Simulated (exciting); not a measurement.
**Energy of ZrC along an even scaling of the cell**

System: ZrC (2 atoms in the cell).
Method: Kohn-Sham DFT of a periodic cell, PBE, all-electron LAPW+lo, shipped species files, no spin polarisation (exciting sodium).

The 7 runs differ only in the geometry, by an even scaling of the cell at fixed fractional positions. The structure derives from an entry of the Crystallography Open Database.

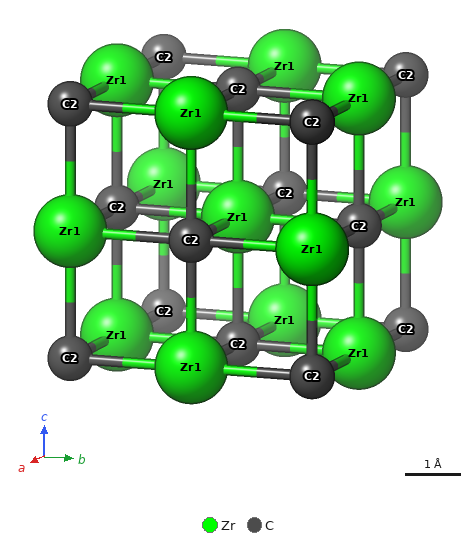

Figure 1. The structure of run 4 (ball-and-stick view of the cell 4 times as large as that of the calculation, set on its symmetry axes, seen slightly off an axis; atoms are numbered from 1 in the order of the input).

### Input of run 4
```
<input>
  <title>ZrC</title>
  <structure speciespath="./" tshift="false">
    <crystal scale="1">
      <basevect>0.000000000000 4.469202284740 4.469202284740</basevect>
      <basevect>4.469202284740 0.000000000000 4.469202284740</basevect>
      <basevect>4.469202284740 4.469202284740 0.000000000000</basevect>
    </crystal>
    <species speciesfile="Zr.xml" rmt="2.3">
      <atom coord="0.500000000000 0.500000000000 0.500000000000"/>
    </species>
    <species speciesfile="C.xml" rmt="1.45">
      <atom coord="0.000000000000 0.000000000000 0.000000000000"/>
    </species>
  </structure>
  <groundstate do="fromscratch" ngridk="10 10 10" rgkmax="7.5" gmaxvr="14" lmaxapw="10" lmaxmat="10" lmaxvr="8" xctype="GGA_PBE" stype="Fermi Dirac" swidth="0.00183747" nempty="14" ValenceRelativity="iora*" epsengy="1e-05" epspot="1e-05" maxscl="60" tforce="true" outputlevel="normal"/>
  <properties>
    <chargedensityplot>
      <plot3d>
        <box grid="17 17 17">
          <origin coord="0 0 0"/>
          <point coord="1 0 0"/>
          <point coord="0 1 0"/>
          <point coord="0 0 1"/>
        </box>
      </plot3d>
    </chargedensityplot>
    <elfplot>
      <plot3d>
        <box grid="17 17 17">
          <origin coord="0 0 0"/>
          <point coord="1 0 0"/>
          <point coord="0 1 0"/>
          <point coord="0 0 1"/>
        </box>
      </plot3d>
    </elfplot>
    <exccplot>
      <plot3d>
        <box grid="17 17 17">
          <origin coord="0 0 0"/>
          <point coord="1 0 0"/>
          <point coord="0 1 0"/>
          <point coord="0 0 1"/>
        </box>
      </plot3d>
    </exccplot>
  </properties>
</input>
```

Command:
```bash
OMP_NUM_THREADS=1 exciting_smp
```

Run 6 has the same physical settings and fractional positions; its lattice vectors (Å) are:
```
   0.000000    2.396122    2.396122
   2.396122    0.000000    2.396122
   2.396122    2.396122    0.000000
```

### Results, with one run withheld

| run | volume per atom (Å³) | free energy per atom, from the lowest run given (meV) |
| --- | --- | --- |
| 1 | 12.434 | 22.15 |
| 2 | 12.699 | 6.89 |
| 3 | 12.963 | 0.00 |
| 4 | 13.228 | 1.09 |
| 5 | 13.493 | 9.00 |
| 6 | 13.757 | ? |
| 7 | 14.022 | 43.10 |

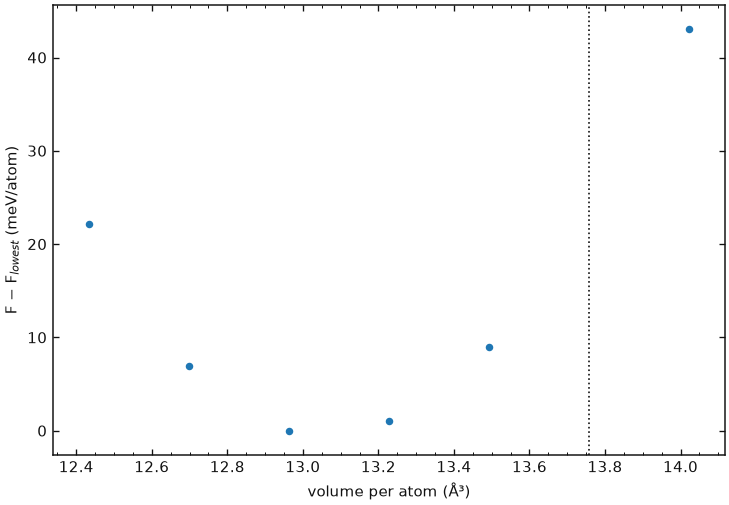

Figure 2. Free energy per atom of the runs given; the dotted line marks run 6.

What should run 6 give?

A cubic polynomial in V^(−2/3) (the Birch–Murnaghan form), fitted to the 6 runs given, misses them by at most 0.09 meV per atom. With x = V^(−2/3) − 0.17974 Å⁻², it reads F = −0.20831 − 725.25 x + 6.2588e+05 x² + 1.7233e+05 x³ (meV per atom). At run 6 it gives 23.19 meV per atom, and the run itself gives 23.21. The fit has its minimum at 13.060 Å³ per atom, where V d²F/dV² gives 222 GPa: the bulk modulus at this level, since symmetry fixes the shape and the positions.

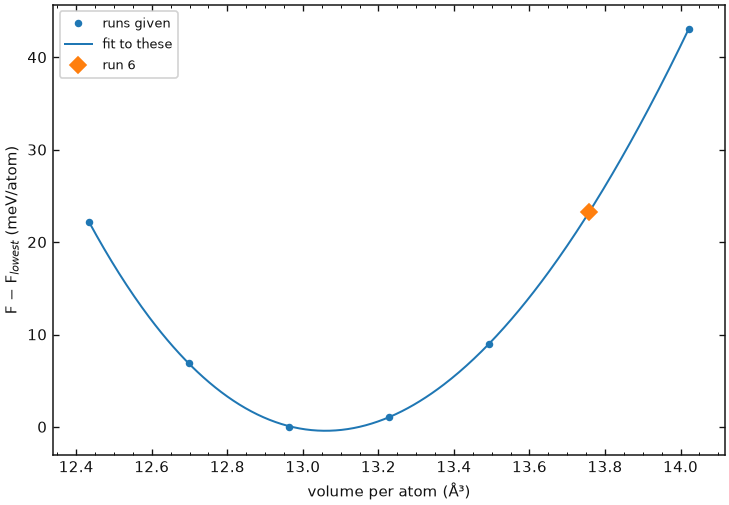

Figure 3. The fit and the withheld run.

### Some lines of the output (run 6)
```
[...]
 Absolute change in total energy   (target) :  0.262810E-04  ( 0.100000E-04)
 Total energy                               :     -3637.38134199
 Fermi energy                               :         0.39498775
 DOS at Fermi energy (states/Ha/cell)       :         8.71683306
 Absolute change in total energy   (target) :  0.198846E-04  ( 0.100000E-04)
 Total energy                               :     -3637.38133617
 Fermi energy                               :         0.39498772
 DOS at Fermi energy (states/Ha/cell)       :         8.71683431
 Absolute change in total energy   (target) :  0.582122E-05  ( 0.100000E-04)
 Total energy                               :     -3637.38133602
 DOS at Fermi energy (states/Ha/cell)       :         8.71683563
 Absolute change in total energy   (target) :  0.149442E-06  ( 0.100000E-04)
 Total energy                               :     -3637.38133664
 DOS at Fermi energy (states/Ha/cell)       :         8.71683600
```
